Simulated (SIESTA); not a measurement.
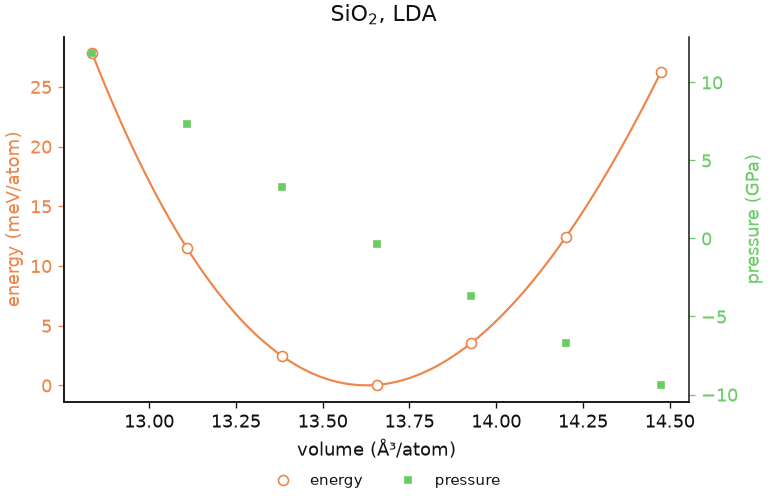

The picture above shows the energy and pressure against volume for SiO₂, space group P6_422 (No. 181).

Cell as given: a = 5.061 Å, b = 5.061 Å, c = 5.541 Å, α = 90.00°, β = 90.00°, γ = 120.00°; 9 atoms.

Calculation (SIESTA 5.4.2): DFT in numerical atomic orbitals with pseudopotentials, no spin polarisation; energies at scaled volumes of the given cell, shape and fractions fixed, counted from the fit's minimum, third-order Birch-Murnaghan fit. Level: LDA.

```
         setting                                                                     value
          k mesh                                                                     4×4×4
     occupations                                                               Fermi–Dirac
  smearing width                                                                   0.05 eV
      potentials  PseudoDojo 0.4 standard, converted to PSML, two zetas on semicore shells
program settings                                             basis DZP, mesh cutoff 800 Ry
```

What equilibrium volume and bulk modulus follow from the curve?

Answer. A third-order Birch–Murnaghan fit gives V0 = 13.63 Å³/atom, B0 = 176 GPa and B′ = 4.0.

What does the pressure do across the range?

Answer. It falls from 11.87 GPa at volume 12.84 Å³/atom to −9.41 GPa at 14.47 Å³/atom, and changes sign near 13.63 Å³/atom.

Keep in mind: mulliken charges of long orbitals; shape and atomic fractions are frozen while scaling, which makes layered, chain and framework solids too stiff.
